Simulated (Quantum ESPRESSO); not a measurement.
## ZrC: geometry relaxation

The run: geometry relaxation of ZrC (I4/mmm, 2 atoms in the cell). Method and program: Kohn-Sham DFT of a periodic cell, PBEsol, SSSP 1.3 efficiency PBE, no spin polarisation (Quantum ESPRESSO 7.5).

The structure derives from an entry of the Crystallography Open Database.

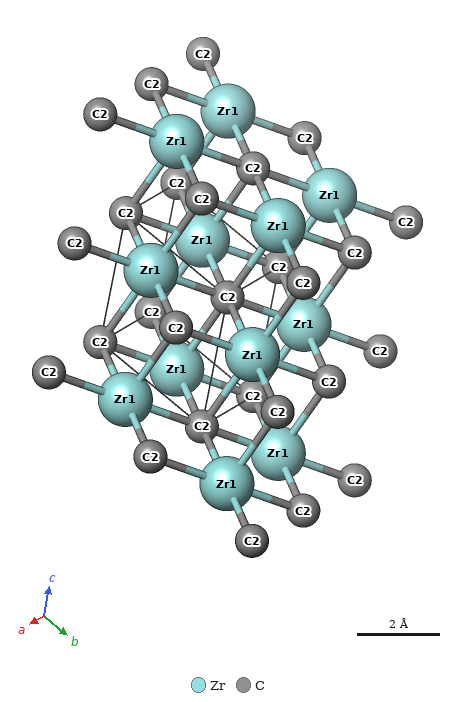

Fig. 1: The starting structure (ball-and-stick view of the reduced cell, repeated 2 × 2 × 2, seen slightly off an axis; atoms are numbered from 1 in the order of the input). An atom can appear more than once, as a periodic image.

### Input
```
&CONTROL
  calculation = 'relax'
  prefix = 'pwscf'
  outdir = './tmp'
  pseudo_dir = './pseudo'
  tprnfor = .true.
  tstress = .true.
  disk_io = 'low'
  nstep = 40
  forc_conv_thr = 0.0004
  etot_conv_thr = 1d-05
/
&SYSTEM
  ibrav = 0
  A = 3.31133784
  nat = 2
  ntyp = 2
  ecutwfc = 55
  ecutrho = 440
  nbnd = 14
  input_dft = 'pbesol'
  occupations = 'smearing'
  smearing = 'fd'
  degauss = 0.00367493
/
&ELECTRONS
  conv_thr = 4d-10
  electron_maxstep = 120
  mixing_beta = 0.5
/
&IONS
  ion_dynamics = 'bfgs'
/
ATOMIC_SPECIES
Zr    91.2240 Zr_pbe_v1.uspp.F.UPF
C     12.0110 C.pbe-n-kjpaw_psl.1.0.0.UPF
CELL_PARAMETERS alat
   0.0000000000    0.6999285823    0.7142128391
   0.6999285823    0.0000000000    0.7142128391
   0.6999285823    0.6999285823    0.0000000000
ATOMIC_POSITIONS alat
Zr     0.6999285823    0.6999285823    0.7142128391
C      0.0000000000    0.0000000000    0.0000000000
K_POINTS automatic
10 10 10 0 0 0
```

Command:
```bash
OMP_NUM_THREADS=1 pw.x -in pw.in > pw.out
```

### The program's output
```
This program is part of the open-source Quantum ESPRESSO suite
     for quantum simulation of materials; please cite
         "P. Giannozzi et al., J. Phys.:Condens. Matter 21 395502 (2009);
         "P. Giannozzi et al., J. Phys.:Condens. Matter 29 465901 (2017);
         "P. Giannozzi et al., J. Chem. Phys. 152 154105 (2020);
          URL
     in publications or presentations arising from this work. More details at

     file C.pbe-n-kjpaw_psl.1.0.0.UPF: wavefunction(s)  2S 2P renormalized

     IMPORTANT: XC functional enforced from input :
     Exchange-correlation= PBESOL
                           (   1   4  10   8   0   0   0)
     Any further DFT definition will be discarded
     Please, verify this is what you really want

     Message from routine setup:
     using ibrav=0 with symmetry is DISCOURAGED, use correct ibrav instead

     G-vector sticks info
     --------------------
     sticks:   dense  smooth     PW     G-vecs:    dense   smooth      PW
     Sum        1169     587    187                26693     9473    1687

     Using Slab Decomposition

     bravais-lattice index     =            0
     lattice parameter (alat)  =       6.2575  a.u.
     unit-cell volume          =     171.4637 (a.u.)^3
     number of atoms/cell      =            2
     number of atomic types    =            2
     number of electrons       =        16.00
     number of Kohn-Sham states=           14
     kinetic-energy cutoff     =      55.0000  Ry
     charge density cutoff     =     440.0000  Ry
     scf convergence threshold =      4.0E-10
     mixing beta               =       0.5000
     number of iterations used =            8  plain     mixing
     energy convergence thresh.=      1.0E-05
     force convergence thresh. =      4.0E-04
     Exchange-correlation= PBESOL
                           (   1   4  10   8   0   0   0)
     nstep                     =           40

     celldm(1)=   6.257522  celldm(2)=   0.000000  celldm(3)=   0.000000
     celldm(4)=   0.000000  celldm(5)=   0.000000  celldm(6)=   0.000000

     crystal axes: (cart. coord. in units of alat)
               a(1) = (   0.000000   0.699929   0.714213 )
               a(2) = (   0.699929   0.000000   0.714213 )
               a(3) = (   0.699929   0.699929   0.000000 )

     reciprocal axes: (cart. coord. in units 2 pi/alat)
               b(1) = ( -0.714359  0.714359  0.700071 )
               b(2) = (  0.714359 -0.714359  0.700071 )
               b(3) = (  0.714359  0.714359 -0.700071 )

     PseudoPot. # 1 for Zr read from file:
     Zr_pbe_v1.uspp.F.UPF
     Pseudo is Ultrasoft + core correction, Zval = 12.0
     Generated by new atomic code, or converted to UPF format
     Using radial grid of  887 points,  6 beta functions with:
                l(1) =   0
                l(2) =   0
                l(3) =   1
                l(4) =   1
                l(5) =   2
                l(6) =   2
     Q(r) pseudized with  6 coefficients,  rinner =    1.200   1.200   1.200
                                                       1.200   1.200

     PseudoPot. # 2 for C  read from file:
     C.pbe-n-kjpaw_psl.1.0.0.UPF
     Pseudo is Projector augmented-wave + core cor, Zval =  4.0
     Generated using "atomic" code by A. Dal Corso  v.5.1
     Shape of augmentation charge: PSQ
     Using radial grid of 1073 points,  4 beta functions with:
                l(1) =   0
                l(2) =   0
                l(3) =   1
                l(4) =   1
     Q(r) pseudized with 0 coefficients

     atomic species   valence    mass     pseudopotential
     Zr               12.00    91.22400     Zr( 1.00)
     C                 4.00    12.01100     C ( 1.00)

     16 Sym. Ops., with inversion, found

   Cartesian axes

     site n.     atom                  positions (alat units)
         1        Zr     tau(   1) = (   0.6999286   0.6999286   0.7142128  )
         2        C      tau(   2) = (   0.0000000   0.0000000   0.0000000  )

     number of k points=   102  Fermi-Dirac smearing, width (Ry)=  0.0037

     Number of k-points >= 100: set verbosity='high' to print them.

     Dense  grid:    26693 G-vectors     FFT dimensions: (  45,  45,  45)

     Smooth grid:     9473 G-vectors     FFT dimensions: (  30,  30,  30)

     Check: negative core charge=   -0.000001

     Initial potential from superposition of free atoms

     starting charge      15.9978, renormalised to      16.0000

     negative rho (up, down):  5.934E-02 0.000E+00
     Starting wfcs are   17 randomized atomic wfcs

     Self-consistent Calculation

     iteration #  1     ecut=    55.00 Ry     beta= 0.50
     Davidson diagonalization with overlap
     ethr =  1.00E-02,  avg # of iterations =  2.8

     negative rho (up, down):  6.093E-02 0.000E+00

     total energy              =    -117.05090303 Ry
     estimated scf accuracy    <       0.54981855 Ry

     iteration #  2     ecut=    55.00 Ry     beta= 0.50
     Davidson diagonalization with overlap
     ethr =  3.44E-03,  avg # of iterations =  2.0

     negative rho (up, down):  6.113E-02 0.000E+00

     total energy              =    -117.21403434 Ry
     estimated scf accuracy    <       0.32813125 Ry

     iteration #  3     ecut=    55.00 Ry     beta= 0.50
     Davidson diagonalization with overlap
     ethr =  2.05E-03,  avg # of iterations =  1.2

     negative rho (up, down):  6.195E-02 0.000E+00

     total energy              =    -117.26727599 Ry
     estimated scf accuracy    <       0.00276662 Ry

     iteration #  4     ecut=    55.00 Ry     beta= 0.50
     Davidson diagonalization with overlap
     ethr =  1.73E-05,  avg # of iterations =  2.8

     negative rho (up, down):  6.227E-02 0.000E+00

     total energy              =    -117.26807395 Ry
     estimated scf accuracy    <       0.00027467 Ry

     iteration #  5     ecut=    55.00 Ry     beta= 0.50
     Davidson diagonalization with overlap
     ethr =  1.72E-06,  avg # of iterations =  2.2

     negative rho (up, down):  6.221E-02 0.000E+00

     total energy              =    -117.26804531 Ry
     estimated scf accuracy    <       0.00008977 Ry

     iteration #  6     ecut=    55.00 Ry     beta= 0.50
     Davidson diagonalization with overlap
     ethr =  5.61E-07,  avg # of iterations =  2.1

     negative rho (up, down):  6.221E-02 0.000E+00

     total energy              =    -117.26805710 Ry
     estimated scf accuracy    <       0.00000144 Ry

     iteration #  7     ecut=    55.00 Ry     beta= 0.50
     Davidson diagonalization with overlap
     ethr =  9.02E-09,  avg # of iterations =  1.9

     negative rho (up, down):  6.220E-02 0.000E+00

     total energy              =    -117.26805769 Ry
     estimated scf accuracy    <       0.00000126 Ry

     iteration #  8     ecut=    55.00 Ry     beta= 0.50
     Davidson diagonalization with overlap
     ethr =  7.84E-09,  avg # of iterations =  2.0

     negative rho (up, down):  6.221E-02 0.000E+00

     total energy              =    -117.26805651 Ry
     estimated scf accuracy    <       0.00000262 Ry

     iteration #  9     ecut=    55.00 Ry     beta= 0.50
     Davidson diagonalization with overlap
     ethr =  7.84E-09,  avg # of iterations =  2.0

     negative rho (up, down):  6.220E-02 0.000E+00

     total energy              =    -117.26805711 Ry
     estimated scf accuracy    <       0.00000042 Ry

     iteration # 10     ecut=    55.00 Ry     beta= 0.50
     Davidson diagonalization with overlap
     ethr =  2.65E-09,  avg # of iterations =  1.0

     negative rho (up, down):  6.220E-02 0.000E+00

     total energy              =    -117.26805704 Ry
     estimated scf accuracy    <       0.00000037 Ry

     iteration # 11     ecut=    55.00 Ry     beta= 0.50
     Davidson diagonalization with overlap
     ethr =  2.34E-09,  avg # of iterations =  1.0

     negative rho (up, down):  6.220E-02 0.000E+00

     total energy              =    -117.26805704 Ry
     estimated scf accuracy    <       0.00000023 Ry

     iteration # 12     ecut=    55.00 Ry     beta= 0.50
     Davidson diagonalization with overlap
     ethr =  1.47E-09,  avg # of iterations =  1.0

     negative rho (up, down):  6.219E-02 0.000E+00

     total energy              =    -117.26805699 Ry
     estimated scf accuracy    <       0.00000021 Ry

     iteration # 13     ecut=    55.00 Ry     beta= 0.50
     Davidson diagonalization with overlap
     ethr =  1.30E-09,  avg # of iterations =  1.0

     negative rho (up, down):  6.218E-02 0.000E+00

     total energy              =    -117.26805697 Ry
     estimated scf accuracy    <       0.00000011 Ry

     iteration # 14     ecut=    55.00 Ry     beta= 0.50
     Davidson diagonalization with overlap
     ethr =  6.58E-10,  avg # of iterations =  1.0

     negative rho (up, down):  6.217E-02 0.000E+00

     total energy              =    -117.26805695 Ry
     estimated scf accuracy    <       0.00000004 Ry

     iteration # 15     ecut=    55.00 Ry     beta= 0.50
     Davidson diagonalization with overlap
     ethr =  2.68E-10,  avg # of iterations =  2.0

     negative rho (up, down):  6.217E-02 0.000E+00

     End of self-consistent calculation

     Number of k-points >= 100: set verbosity='high' to print the bands.

     the Fermi energy is    15.2841 ev

!    total energy              =    -117.26805695 Ry
     estimated scf accuracy    <          2.4E-10 Ry
     smearing contrib. (-TS)   =      -0.00019187 Ry
     internal energy E=F+TS    =    -117.26786508 Ry

     The total energy is F=E-TS. E is the sum of the following terms:
     one-electron contribution =      -6.25516840 Ry
     hartree contribution      =      12.19315559 Ry
     xc contribution           =     -22.25032017 Ry
     ewald contribution        =     -95.03702085 Ry
     one-center paw contrib.   =      -5.91851125 Ry

     convergence has been achieved in  15 iterations

     negative rho (up, down):  6.217E-02 0.000E+00

     Forces acting on atoms (cartesian axes, Ry/au):

     atom    1 type  1   force =     0.00000000    0.00000000    0.00000000
     atom    2 type  2   force =     0.00000000    0.00000000    0.00000000

     Total force =     0.000000     Total SCF correction =     0.000000

     Computing stress (Cartesian axis) and pressure

     negative rho (up, down):  6.217E-02 0.000E+00
          total   stress  (Ry/bohr**3)                   (kbar)     P=        6.76
   0.00022200  -0.00000000   0.00000000           32.66       -0.00        0.00
  -0.00000000   0.00022200   0.00000000           -0.00       32.66        0.00
   0.00000000   0.00000000  -0.00030616            0.00        0.00      -45.04

     BFGS Geometry Optimization
     Energy error            =      0.0E+00 Ry
     Gradient error          =      0.0E+00 Ry/Bohr

     bfgs converged in   1 scf cycles and   0 bfgs steps
     (criteria: energy <  1.0E-05 Ry, force <  4.0E-04 Ry/Bohr)

     End of BFGS Geometry Optimization

     Final energy             =    -117.2680569516 Ry
Begin final coordinates

ATOMIC_POSITIONS (alat)
Zr               0.6999285823        0.6999285823        0.7142128391
C                0.0000000000        0.0000000000        0.0000000000
End final coordinates

=------------------------------------------------------------------------------=
   JOB DONE.
=------------------------------------------------------------------------------=
```

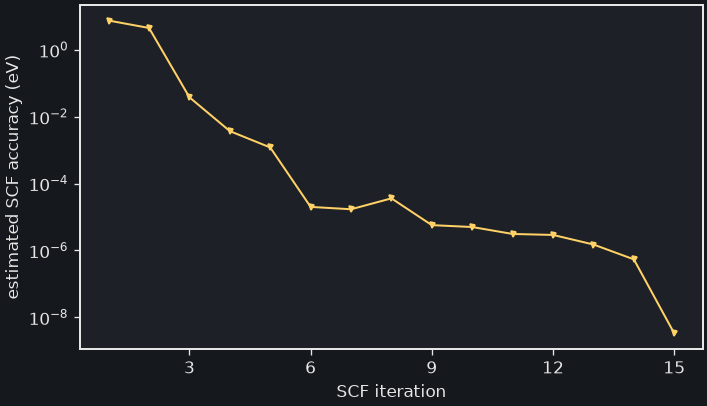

Fig. 2: Convergence of the self-consistent field: estimated SCF accuracy against the iteration. The field takes 15 iterations in all.

### Summary

- outcome: converged
- space group (tolerance 0.01 Å): I4/mmm (139)
- electrons treated: 16
- free energy: −1595.5132 eV
- Fermi energy: 15.284 eV
- gap on the k-point mesh: none (metallic)
- pressure: 0.68 GPa
- final volume: 25.41 Å³
- largest force (length of the vector): under 0.001 eV/Å
- hardware: 1 thread of Arm Neoverse V1, 24 GiB of memory available, shared host
- wall time: 40 s
- peak memory: 0.15 GiB

### Notes

Further notes kept with the run: potentials made for another functional. Notes on the run: negative rho. Points of doubt noted for this run: potentials made for another functional.
